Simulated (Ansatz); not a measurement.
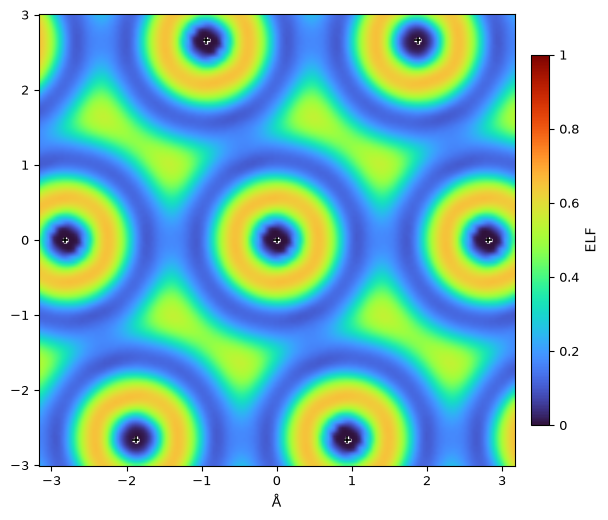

The ELF on a plane through atoms (crosses mark nuclei in the plane).

Theory: DFT PBE, scalar-relativistic, plane waves, PAW in Ansatz.

Candidates:
A. Ti, a = 5.64 Å, b = 5.64 Å, c = 5.64 Å, α = 109.47°, β = 109.47°, γ = 109.47°. Space group Im-3m; computed without spin polarisation.
B. AlN, a = 4.07 Å, b = 4.07 Å, c = 4.07 Å, α = 90.00°, β = 90.00°, γ = 90.00°. Space group Fm-3m; a structure from a database of computed crystals, not necessarily the ambient phase.

Which system is this?

Candidate A: Ti on the (001) plane of the calculation cell, which holds Ti. Ti–Ti (2.82 Å): the ELF is about 0.15 at the midpoint; no shared electron pair shows on this line.
